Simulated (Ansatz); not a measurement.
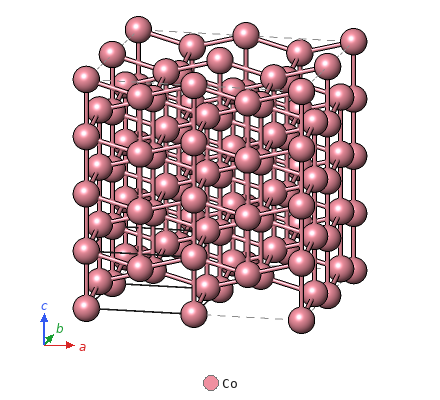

Co (I4_1/amd, No. 141): coordinates from a relaxation with DFT PBEsol, scalar-relativistic, plane waves, PAW in Ansatz 0.2.0; the starting structure was generated, so it need not be a known form of this composition.

Space group I4_1/amd:1 (No. 141). a = 4.428 Å, b = 4.428 Å, c = 2.352 Å, α = 90.00°, β = 90.00°, γ = 90.00°
```tsv
atom	site	symmetry	x	y	z
Co	4a	-4m2	0.0000	0.0000	0.0000
```

What will a projected-potential map along [001] show? Computed as the sum of neutral-atom potentials (tabulated electron scattering factors, B = 0.8 Å²) projected along the beam and smoothed by 0.25 Å; brighter is more positive.

The columns repeat on a square net with a repeat of 2.21 Å (plane group p4mm). All columns are alike (Co). The shortest distance between visible columns is 2.21 Å in projection. Along the beam the structure repeats every 2.35 Å.

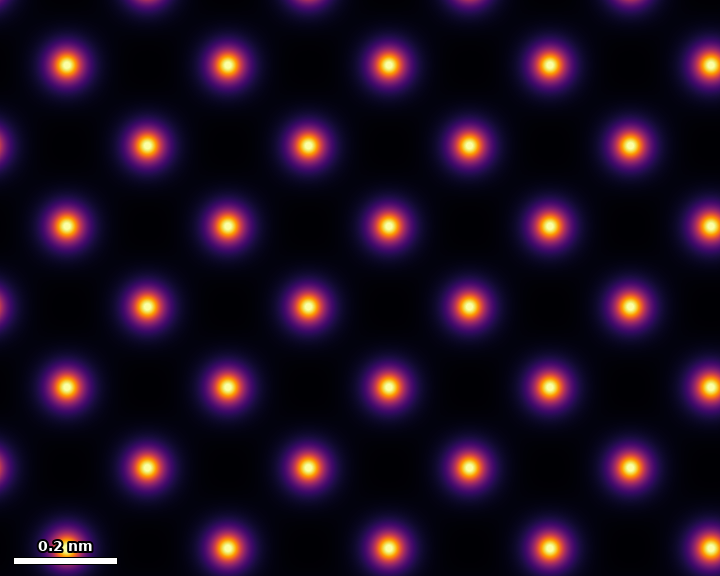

The simulated image.

What mean inner potential do neutral atoms give for this crystal?

About 28 V (the sum of the forward scattering factors over the cell volume; bonding usually lowers the true value).
